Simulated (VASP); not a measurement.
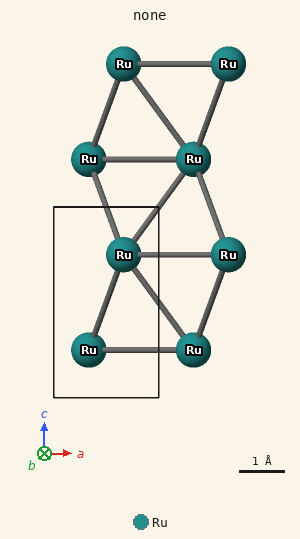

A crystal of Ru (set up in P6_3/mmc), relaxed (cell and atoms) with several dispersion corrections. The picture shows the result with none. Style: ball-and-stick. Shown: the cell of the calculation, repeated 2 × 1 × 2 with one cell outlined, along the b axis.

Computed with VASP 6.6.1: SCAN, VASP PAW PBE potentials, recommended. (plane-wave cutoff 600 eV; k-point mesh 11 × 11 × 6; occupations fermi-dirac; smearing width 0.05 eV; no spin polarisation)

```json
{"dispersion correction": "D3", "volume (Å³/atom)": "?", "a (Å)": "?", "c (Å)": "?"}
{"dispersion correction": "none", "volume (Å³/atom)": "13.380", "a (Å)": "2.696", "c (Å)": "4.251"}
{"dispersion correction": "D4", "volume (Å³/atom)": "13.320", "a (Å)": "2.692", "c (Å)": "4.246"}
{"dispersion correction": "D3(BJ)", "volume (Å³/atom)": "13.296", "a (Å)": "2.690", "c (Å)": "4.243"}
{"dispersion correction": "rVV10", "volume (Å³/atom)": "13.324", "a (Å)": "2.692", "c (Å)": "4.246"}
```

One row is withheld. What does the calculation give there?

With D3 the volume falls between D3(BJ) (13.296) and D4 (13.320). The calculation gives 13.312 Å³/atom (a = 2.691 Å, c = 4.245 Å). In order of volume: D3(BJ) < D3 < D4 ≈ rVV10 < none; the spread is 0.6 %.
